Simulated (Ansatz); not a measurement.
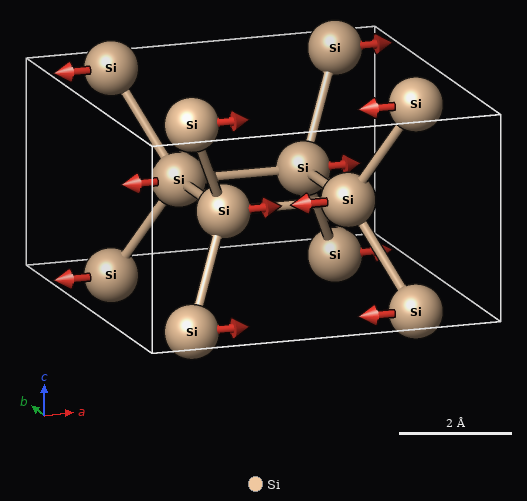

One vibrational mode of crystalline Si at the zone centre. Displacements are drawn as red arrows; their common scale and sign are arbitrary. The picture is a ball-and-stick view of the conventional cell (2 times the calculation's cell), seen slightly off an axis. Lengths and directions refer to the drawn axes.

The calculation used DFT r2SCAN, scalar-relativistic, plane waves, PAW in Ansatz 0.2.0. Set-up: plane-wave cutoff 500 eV; k-point mesh 10 × 10 × 10; occupations gaussian; smearing width 0.05 eV; no spin polarisation.

Frequencies are those without the non-analytic (LO–TO) term.

What mode is this, and where does it lie in the spectrum?

Answer. This is the E_u mode (doubly degenerate; one member of the set is drawn) at 402 cm⁻¹, optical level 3 of 7, counted from below, infrared-active by symmetry. All motion is along a; atoms of one kind move against one another, with no net shift of their sublattice; it stretches the Si–Si bonds (2.38 Å).
